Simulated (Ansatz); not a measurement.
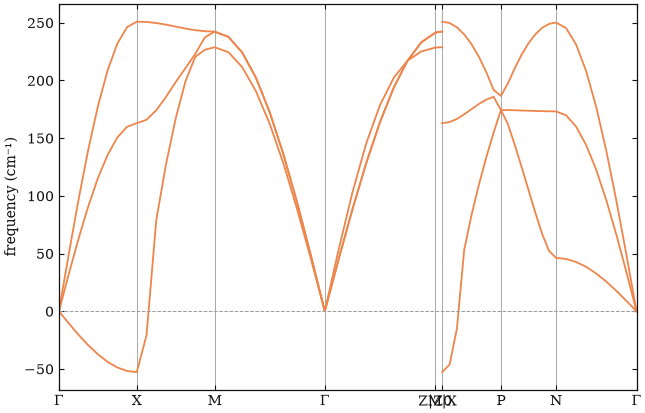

The plot gives the computed phonon dispersion along Γ–X–M–Γ–Z|Z0–M|X–P–N–Γ for Cu, space group I4/mmm (No. 139). Imaginary frequencies are drawn as negative.

Structure:
```yaml
crystal:
  lattice:
    - [-1.45669, 1.45669, 1.36606]
    - [1.45669, -1.45669, 1.36606]
    - [1.45669, 1.45669, -1.36606]
  atoms:
    - { symbol: Cu, position: [0.00000, 0.00000, 0.00000] }
```

Computed with Ansatz 0.2.0: harmonic phonon frequencies at points of high symmetry, interpolated from the force constants of a q mesh with the long-range term in polar insulators, imaginary frequencies are negative; plane waves with PAW datasets, Γ-centred k mesh. Level: PBEsol, no spin polarisation.

- wave cutoff: 420 eV
- k mesh: 24×24×24
- occupations: Fermi–Dirac
- smearing width: 0.15 eV
- volume relative to the relaxed cell: 1.02
- phonon method: linear response
- q mesh: 2×2×2

This calculation gives: highest frequency on the path 251.0 cm⁻¹, lowest frequency at X 52.7i cm⁻¹ and lowest frequency on the path 52.7i cm⁻¹.

Now the cell is compressed by 2.0 % in volume, to 11.37 Å³/atom. Predict the effect.

The highest frequency on the path rises from 251.0 to 263.0 cm⁻¹ (+4.8 %), the lowest frequency at X goes from 52.7i to 51.5i cm⁻¹ and the lowest frequency on the path goes from 52.7i to 51.5i cm⁻¹. The shift of the highest frequency on the path amounts to a Grüneisen parameter of 2.36. Both cells are dynamically unstable.

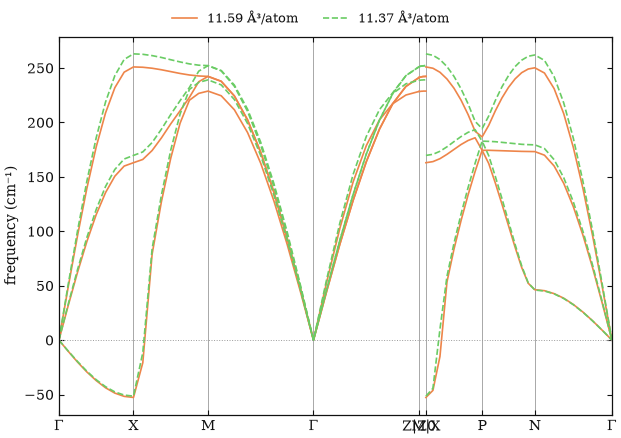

The two results together.

For both, limits of the calculation: levels loosely converged; metal sensitive to the k mesh; vibrations at or below zero; the branches are interpolated from a coarse 2×2×2 mesh of wave vectors.
